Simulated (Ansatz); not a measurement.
# Si$_{2}$Ni: what the fields show

The calculation's input:

```
crystal:
  lattice:
    - [-0.0861321734, 2.5839449978, 2.5555398667]
    - [2.7787321317, -0.129614186, 2.5990218793]
    - [2.8026384701, 2.6513333488, -0.1535205244]
  atoms:
    - { symbol: Si, position: [0.2527574695, 0.2505029946, 0.2500259575] }
    - { symbol: Si, position: [0.7486843823, 0.7499713683, 0.7482142218] }
    - { symbol: Ni, position: [-0.0014418517, -0.0004743628, 0.0017598206] }
basis:
  ecutwfc: 420
kpoints:
  mp_grid: { grid: [10, 10, 10] }
hamiltonian:
  xc: pbe
scf:
  occupations: { method: gaussian, width: 0.15 }
output:
  forces: true
  stress: true
  eigenvalues: true
  write_density: true
  write_potential: true
  elf: true
  volumetric_format: npy
relax:
  adjacent_minimum: "off"
  f_tol: 0.01
  max_steps: 80
  cell: { stress_tol: 0.1 }
```

Command:

```sh
ansatz run input.yaml --threads 1 --pin off --max-ram 2560MiB --backend cpu --events-out ev --progress --plain --runs-dir out
```

Below, planes, directions and counts refer to the conventional cell (a = 5.45 Å, b = 5.45 Å, c = 5.44 Å, α = 90.00°, β = 90.00°, γ = 90.00°).

The fields are those of the relaxed geometry.

Space group Fm-3m; computed without spin polarisation.

Computed with DFT PBE, scalar-relativistic, plane waves, PAW (Ansatz).

In a PAW calculation such maps are meaningful between the atoms, not at the nuclei.

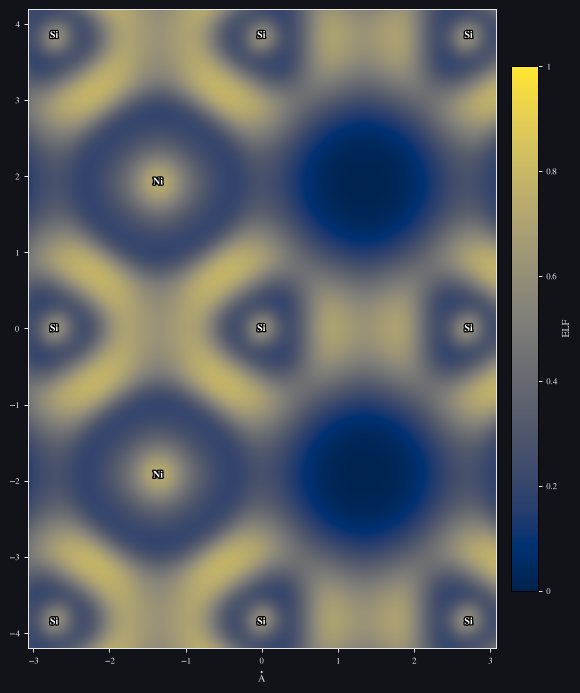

Figure 1. Electron localisation function on the (11̄0) plane of the conventional cell.

What does the map show?

Answer.
- The plane passes through Si and Ni nuclei.
- Si–Ni (2.36 Å): the ELF peaks at about 0.80 in the valence shell of Si, 0.9 Å from its nucleus, and is about 0.55 at the midpoint.
- The features right at Ni lie inside the PAW spheres, where the map follows smoothed inner orbitals and isn't to be read closely.

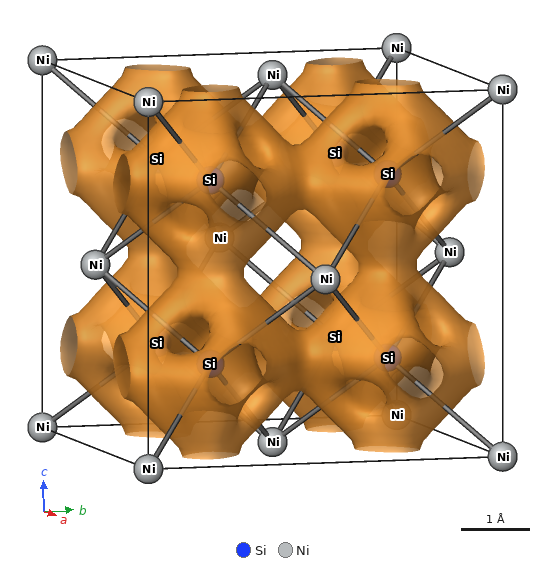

Figure 2. Isosurface of the electron localisation function at 0.55 (orange), seen slightly off an axis. Core shells and regions of very low density are left out. Sticks mark near contacts.

Describe the localisation domains.

Answer. At this value the surface marks out one network that runs through the whole crystal, counted in one cell of 12 atoms. Regions shared between cells count once.

Metal or insulator at this level of theory?

Answer. It is metallic or semimetallic at this level of theory: no gap opens.
